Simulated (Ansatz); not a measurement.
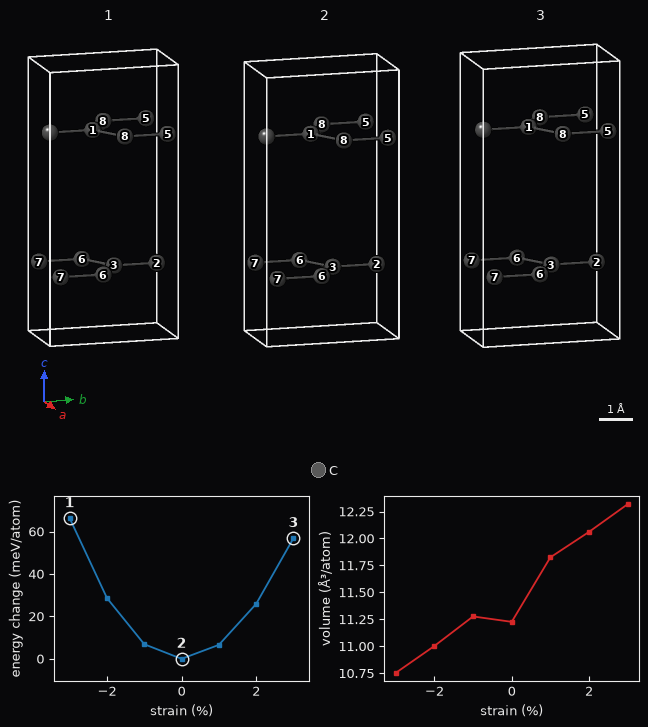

Members of a series of calculations on a crystal of C (set up in Cmme), marked on the first curve. A ball-and-stick model of the cell of the calculation, seen slightly off an axis.

All numbers below come from DFT PBE, scalar-relativistic, plane waves, PAW in Ansatz 0.2.0. Set-up: plane-wave cutoff 420 eV; k-point mesh 14 × 8 × 4; occupations gaussian; smearing width 0.1 eV; no spin polarisation.

### Which kind of strain is it, and how does the structure respond?

Biaxial strain in the a–b plane, c and atoms relaxed. 1 (strain −3.0 %): energy change 66.3 meV/atom, volume 10.75 Å³ per atom. 2 (strain 0.0 %): energy change 0.0 meV/atom, volume 11.23 Å³ per atom. 3 (strain 3.0 %): energy change 56.9 meV/atom, volume 12.32 Å³ per atom. The rest compares 1 with 3. Cell: a 2.393 → 2.541 Å (+6.2 %), b 4.144 → 4.400 Å (+6.2 %), c 8.677 → 8.815 Å (+1.6 %). Volume +14.5 %. Near-neighbour distances before and after: C–C 1.381 → 1.466 Å.
